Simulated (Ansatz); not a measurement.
Given this structure:

```cif
data_structure
_symmetry_space_group_name_H-M 'A m m 2'
_symmetry_Int_Tables_number 38
_cell_length_a 16.9534
_cell_length_b 2.7919
_cell_length_c 5.4486
_cell_angle_alpha 90.000
_cell_angle_beta 90.000
_cell_angle_gamma 90.000
_cell_volume 257.89
loop_
_atom_site_label
_atom_site_type_symbol
_atom_site_symmetry_multiplicity
_atom_site_Wyckoff_symbol
_atom_site_fract_x
_atom_site_fract_y
_atom_site_fract_z
_atom_site_occupancy
W1 W 2 b 0.50000 0.00000 0.33333 1
S1 S 4 c 0.40758 0.50000 0.16667 1
```

Characterise the structure given above.

Answer. Formula: WS2. The cell has 3 atoms, namely 1 W, 2 S. W is coordinated by six S and two W (2.29 to 2.40 Å to S, 2.79 Å to W). The S atoms are each bonded to three W in a trigonal pyramidal arrangement at 2.29 to 2.40 Å. Not all metal-metal contacts are counted. The bonds build WS2 layers parallel to (001).

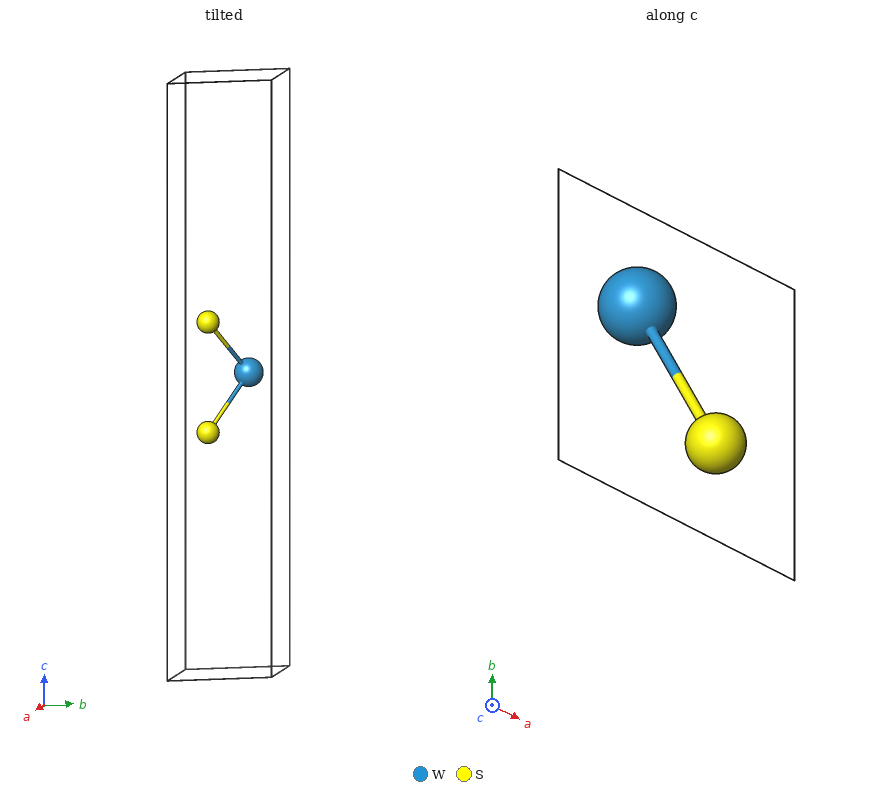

Crystal structure, ball-and-stick style, seen slightly off an axis and along the c axis. The wireframe shows the simulation cell.

The model was built from a structure listed in the Materials Project. The cell was then strained or its atoms displaced on purpose. An electronic-structure calculation with Ansatz was run on it.

At this level of theory the cell isn't at rest (compressed, at 10 GPa and forces up to 1.6 eV/Å), so its distances can differ from those at equilibrium, the more so the softer the solid.
